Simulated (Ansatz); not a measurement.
**Al₃Cu₂: geometry relaxation (part 2 of 2)**

Al₃Cu₂ (5 atoms in the cell); DFT PBEsol, scalar-relativistic, plane waves, PAW, no spin polarisation (Ansatz 0.2.0); cutoff 420 eV, 12×12×8 k-mesh, Gaussian smearing of 0.1 eV. The structure derives from a Materials Project entry. It belongs to a series of runs on one base structure; here: biaxial strain in the a-b plane, c and atoms relaxed: +1.0 %.

Geometry of the input (Å; fractional positions):
```
4.1396  0.0000  0.0000
-2.0698  3.5850  0.0000
0.0000  0.0000  4.9522
Al 0.0000  0.0000  0.0000
Al 0.3333  0.6667  0.3515
Al 0.6667  0.3333  0.6485
Cu 0.3333  0.6667  0.8423
Cu 0.6667  0.3333  0.1577
```

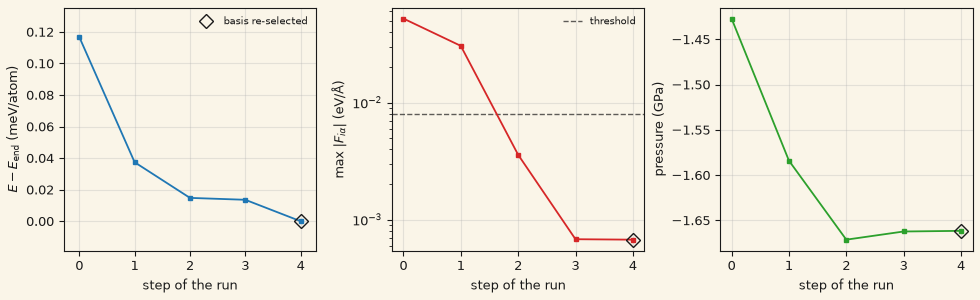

Fig. 1: Progress of the relaxation, step by step (the first geometry is step 0 here and step 1 in the log). The largest moves relative to the cell, 0.006 Å, are those of Cu4 and Cu5. Largest moves by element: Cu 0.006 Å, Al 0.002 Å. The volume changes by +0.2 %, with a = b stay at 4.140 Å, c 4.952 → 4.962 Å (+0.2 %). Distances before and after: Al2–Cu4 2.430 → 2.440 Å. The space group stays P-3m1 (No. 164). Over 3 geometry steps the energy falls by 0.1 meV per atom. The largest force component goes from 0.052 to 0.00068 eV/Å. Pressure: −1.43 GPa at the start and −1.66 GPa at the end. A last SCF at the same geometry on a re-selected plane-wave basis shifts the energy by next to nothing (0.0 meV per atom). (Atoms are counted from 1 in the order of the input.)

```
basis re-selected at this cell: Δ(F+E_penalty+E_count) = -6.740e-5 eV, ΔP = +0.001 GPa vs the last step (what re-selecting the basis moved, of the pressure what is left beyond the Pulay correction that the steps carried, after the strain that the cell walked since its last selection, with what the two solves' SCF thresholds leave and, on support functions, any second-order correction that the steps lacked; it is no measure of the basis error at this ecutwfc). This SCF's stress stands 9.66e-3 GPa from its target on what of the cell is left free (relax.cell.stress_tol is 1.50e-2 GPa) and its largest allowed force component is 6.75e-4 eV/Å (relax.f_tol is 8.00e-3 eV/Å): within both
SCF converged after 9 iterations
Free energy (F): -14752.030007 eV
Harris-Foulkes:  -14752.030007 eV  (|F-HF|=0.00e0)
Internal energy: -14752.022535 eV  (E = F + TS)
E sigma→0 (E₀):  -14752.026271 eV
Entropy (-TS):   -0.007472 eV (-1.494 meV/atom)
Fermi energy:    11.057781 eV
--- Per-component energies (eV) ---
  E_band       = -940.062235
  E_kinetic    = 670.857111
  E_local      = -11677.450314  (includes V_loc(G=0)·N_el)
  E_nonlocal   = 803.468361
  E_hartree    = 5239.706845
  E_xc         = -298.692301
  E_vxc        = -321.562277  (∫ρ·V_xc dr)
  E_paw        = -4608.634113  (= ΣΔE_a)
  E_vpaw       = -894.789298  (= ΣTr[D̂ρ^β])
  E_aug_tail   = 0.000492  (compensation charges beyond the density's cutoff)
  E_ewald      = -4881.748437
  E_core_change = 0.469821  (= ΣΔE_core)
  E_smearing   = -0.007472  (= −TS)
  E_closure    = -0.000000  (closes the sum)
  Σ components = -14752.030007   (vs F -14752.030007, Δ=0.00e0)
--- Forces (eV/Å), atoms counted from 1 ---
  atom   1  Al    -0.00000000     0.00000000     0.00000000
  atom   2  Al     0.00000000     0.00000000     0.00037918
  atom   3  Al     0.00000000    -0.00000000    -0.00037918
  atom   4  Cu     0.00000000     0.00000000     0.00067520
  atom   5  Cu     0.00000000    -0.00000000    -0.00067520
  max |Σ_I F_I| component: 3.47e-18 eV/Å
--- Stress (GPa, compression-positive) ---
       -2.487456      -0.000000      -0.000000
       -0.000000      -2.487456      -0.000000
        0.000000      -0.000000      -0.009665
  P = ⅓ Tr σ = -1.6615 GPa (-16.615 kbar)
--- Band table (eV; the first three rows and the last of 131) ---
  k-point 0: bands = ["-102.9041", "-102.9028", "-60.4275", "-60.4220", "-60.4079", "-60.4079", "-60.4011", "-60.4011", "-0.1391", "4.7254", "5.2317", "5.7627", "5.7627", "6.1163", "6.1163", "6.6290", "6.6290", "6.9900", "6.9900", "7.4795", "7.4913", "10.7558", "10.7558", "12.2896", "12.2896", "13.3120", "13.7049", "16.2445", "16.3391"]
  k-point 1: bands = ["-102.9041", "-102.9028", "-60.4275", "-60.4220", "-60.4079", "-60.4079", "-60.4011", "-60.4011", "-0.0493", "4.1612", "5.4402", "5.7493", "5.7493", "6.1080", "6.1080", "6.6499", "6.6499", "6.9508", "6.9904", "6.9904", "8.5543", "10.8588", "10.8588", "12.3414", "12.3414", "13.3346", "13.7589", "15.4898", "15.4898"]
  k-point 2: bands = ["-102.9041", "-102.9027", "-60.4275", "-60.4220", "-60.4079", "-60.4079", "-60.4011", "-60.4011", "0.2137", "3.2489", "5.5996", "5.7195", "5.7195", "6.0866", "6.0866", "6.7055", "6.7055", "6.7563", "6.9850", "6.9850", "10.0225", "11.1612", "11.1612", "12.4805", "12.4805", "13.4024", "13.9082", "14.4297", "14.4297"]
  k-point 130: bands = ["-102.9034", "-102.9034", "-60.4255", "-60.4255", "-60.4089", "-60.4038", "-60.4038", "-60.4002", "4.2772", "4.3960", "4.3960", "4.7981", "4.7981", "5.6408", "6.3002", "6.3002", "6.3398", "6.7179", "6.9488", "6.9488", "7.2523", "7.3179", "7.3179", "8.6692", "15.7409", "16.1067", "16.1067", "17.1197", "17.1197"]
--- Relaxed structure (4 steps of the walk, 4 accepted, 1 SCFs on fresh bases) ---
  F+E_penalty+E_count = -14752.03000658 eV   max|allowed force component| = 6.752e-4 eV/Å   (the final SCF, on the basis selected at the relaxed cell)
  cell:  # Å, volume = 73.6349 Å³
    - [4.139571449795624, -5.526120809400255e-101, 0.0]
    - [-2.069785724897812, 3.5849740363037896, 1.758227729154206e-33]
    - [0.0, 2.4287790563912108e-33, 4.9618376969028235]
  atoms:
    - { symbol: Al, position: [8.477347541878568e-37, 1.4102099632579006e-35, 1.0295115178936058e-84] }
    - { symbol: Al, position: [0.3333333333333333, 0.6666666666666666, 0.3518138341366667] }
    - { symbol: Al, position: [0.6666666666666666, 0.3333333333333333, 0.6481861658633332] }
    - { symbol: Cu, position: [0.3333333333333333, 0.6666666666666666, 0.8435768471871077] }
    - { symbol: Cu, position: [0.6666666666666666, 0.3333333333333333, 0.1564231528128922] }
```

Trajectory as extended XYZ (Å, eV, eV/Å), 5 frames, from step=1 to step=5
```
5
Lattice="4.1396 0.0000 0.0000 -2.0698 3.5850 0.0000 0.0000 0.0000 4.9522" Properties=species:S:1:pos:R:3:forces:R:3 step=1 energy=-14752.02942 pressure_GPa=-1.43
Al    0.0000    0.0000    0.0000    0.0000   0.0000   0.0000
Al    0.0000    2.3900    1.7407    0.0000   0.0000  -0.0129
Al    2.0698    1.1950    3.2115    0.0000   0.0000   0.0129
Cu    0.0000    2.3900    4.1712    0.0000   0.0000   0.0521
Cu    2.0698    1.1950    0.7810    0.0000   0.0000  -0.0521
5
Lattice="4.1396 0.0000 0.0000 -2.0698 3.5850 0.0000 0.0000 0.0000 4.9587" Properties=species:S:1:pos:R:3:forces:R:3 step=2 energy=-14752.02982 pressure_GPa=-1.58
Al    0.0000    0.0000    0.0000    0.0000   0.0000   0.0000
Al    0.0000    2.3900    1.7441    0.0000   0.0000  -0.0125
Al    2.0698    1.1950    3.2146    0.0000   0.0000   0.0125
Cu    0.0000    2.3900    4.1793    0.0000   0.0000   0.0305
Cu    2.0698    1.1950    0.7793    0.0000   0.0000  -0.0305
5
Lattice="4.1396 0.0000 0.0000 -2.0698 3.5850 0.0000 0.0000 0.0000 4.9623" Properties=species:S:1:pos:R:3:forces:R:3 step=3 energy=-14752.02993 pressure_GPa=-1.67
Al    0.0000    0.0000    0.0000    0.0000   0.0000   0.0000
Al    0.0000    2.3900    1.7456    0.0000   0.0000   0.0003
Al    2.0698    1.1950    3.2167    0.0000   0.0000  -0.0003
Cu    0.0000    2.3900    4.1855    0.0000   0.0000   0.0036
Cu    2.0698    1.1950    0.7768    0.0000   0.0000  -0.0036
5
Lattice="4.1396 0.0000 0.0000 -2.0698 3.5850 0.0000 0.0000 0.0000 4.9618" Properties=species:S:1:pos:R:3:forces:R:3 step=4 energy=-14752.02994 pressure_GPa=-1.66
Al    0.0000    0.0000    0.0000    0.0000   0.0000   0.0000
Al    0.0000    2.3900    1.7456    0.0000   0.0000   0.0004
Al    2.0698    1.1950    3.2162    0.0000   0.0000  -0.0004
Cu    0.0000    2.3900    4.1857    0.0000   0.0000   0.0007
Cu    2.0698    1.1950    0.7761    0.0000   0.0000  -0.0007
5
Lattice="4.1396 0.0000 0.0000 -2.0698 3.5850 0.0000 0.0000 0.0000 4.9618" Properties=species:S:1:pos:R:3:forces:R:3 step=5 energy=-14752.03001 pressure_GPa=-1.66
Al    0.0000    0.0000    0.0000    0.0000   0.0000   0.0000
Al    0.0000    2.3900    1.7456    0.0000   0.0000   0.0004
Al    2.0698    1.1950    3.2162    0.0000   0.0000  -0.0004
Cu    0.0000    2.3900    4.1857    0.0000   0.0000   0.0007
Cu    2.0698    1.1950    0.7761    0.0000   0.0000  -0.0007
```

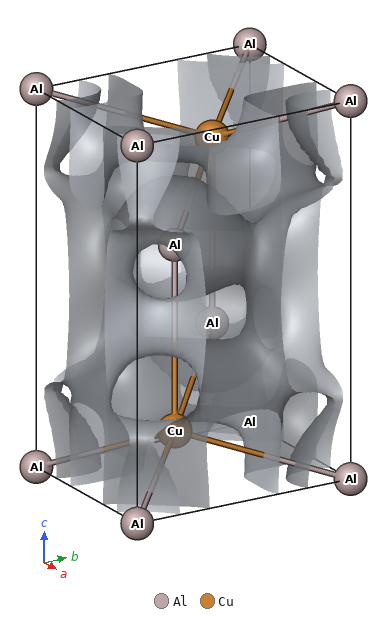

Fig. 2: Isosurface of the ELF at 0.45 (grey), seen slightly off an axis. Core shells and regions of very low density are left out. Sticks mark near contacts. The outline is the cell set on symmetry axes. The ELF exceeds this value in one network that runs through the whole crystal, counted in one cell of 5 atoms. Profiles from the grid: Al–Cu (2.44 Å): the ELF peaks at about 0.70 between the atoms. Al–Cu (2.51 Å): the ELF is about 0.45 at the midpoint (nearly free electrons, as in a simple metal). Core electrons are frozen (PAW), so the fields are smoothed inside the atomic spheres.

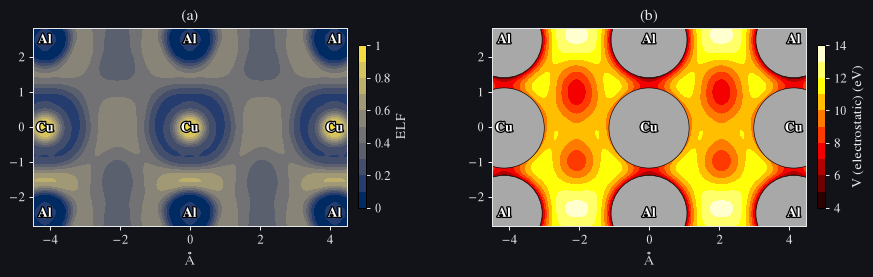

Fig. 3: (a) electron localisation function; (b) electrostatic potential (local pseudopotential plus Hartree) felt by an electron on the (010) plane of the conventional cell. Grey discs, where drawn, cover atomic cores. The section cuts through Al and Cu sites. Al–Cu (2.44 Å): the ELF peaks at about 0.70 between the atoms. The strong features right at Cu lie inside the PAW spheres (semicore, d or f shells) and say nothing about bonding. Outside the cores the potential energy rises away from the atoms and is highest about 1.6 Å from the nearest atoms; outside the discs it spans about 8 eV, and its zero is arbitrary.

Key numbers

| quantity | value |
| --- | --- |
| outcome | converged |
| space group (tolerance 0.01 Å) | P-3m1 (164) |
| electrons treated | 47 |
| free energy | −14752.0300 eV |
| Fermi energy | 11.058 eV |
| gap on the k-point mesh | none (metallic) |
| pressure | −1.66 GPa |
| final volume | 73.63 Å³ |
| largest force (length of the vector) at the end | 0.001 eV/Å |
| final cell | a = 4.140 Å, b = 4.140 Å, c = 4.962 Å, α = 90.00°, β = 90.00°, γ = 120.00° |
| wall time | 2.4 min |
| peak memory | 0.49 GiB |
